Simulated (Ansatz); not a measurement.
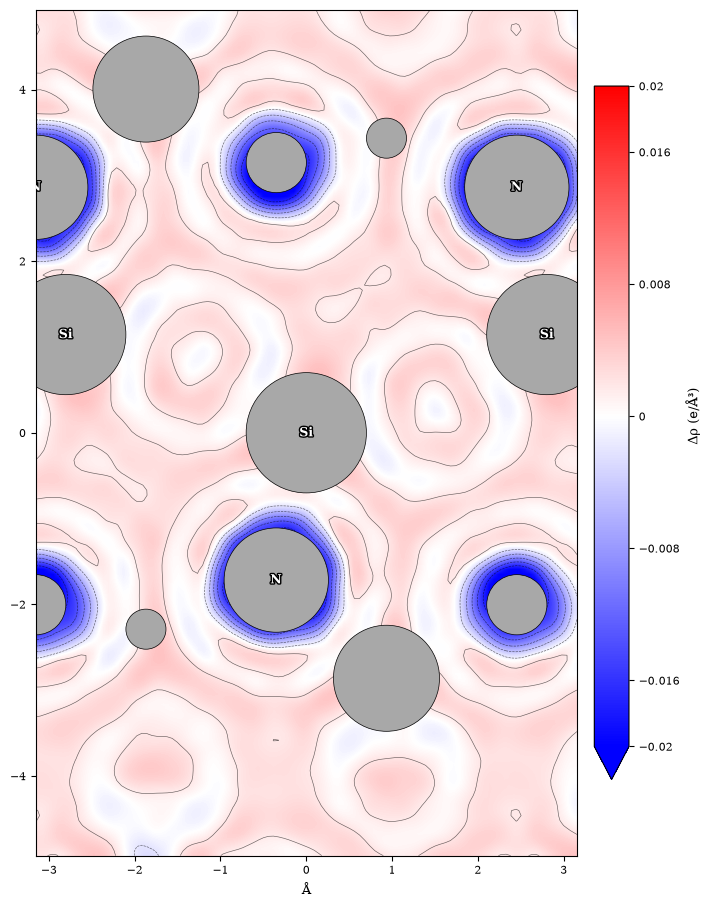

Si3N4. Difference of the valence pseudo-densities of two functionals at the same geometry, on the (011) plane of the calculation cell: PBEsol less PBE.

Both computed with Ansatz (plane waves, PAW), on the same k-point mesh. Grey discs cover the atomic cores.

```yaml
crystal:
  lattice:
    - [-3.23735, 3.23735, 3.23735]
    - [3.23735, -3.23735, 3.23735]
    - [3.23735, 3.23735, -3.23735]
  atoms:
    - { symbol: Si, position: [0.25000, 0.12500, 0.87500] }
    - { symbol: Si, position: [0.87500, 0.25000, 0.12500] }
    - { symbol: Si, position: [0.75000, 0.37500, 0.62500] }
    - { symbol: Si, position: [0.62500, 0.75000, 0.37500] }
    - { symbol: Si, position: [0.12500, 0.87500, 0.25000] }
    - { symbol: Si, position: [0.37500, 0.62500, 0.75000] }
    - { symbol: N, position: [0.56280, 0.56280, 0.56280] }
    - { symbol: N, position: [0.43720, 0.50000, 0.00000] }
    - { symbol: N, position: [0.50000, 0.00000, 0.93720] }
    - { symbol: N, position: [0.00000, 0.43720, 0.50000] }
    - { symbol: N, position: [0.93720, 0.50000, 0.00000] }
    - { symbol: N, position: [0.06280, 0.06280, 0.06280] }
    - { symbol: N, position: [0.00000, 0.93720, 0.50000] }
    - { symbol: N, position: [0.50000, 0.00000, 0.43720] }
```

What does the difference map show?

Answer. Against PBE, PBEsol gives less density around N (−0.006 e/Å³ on average at 0.8 Å from the nucleus).
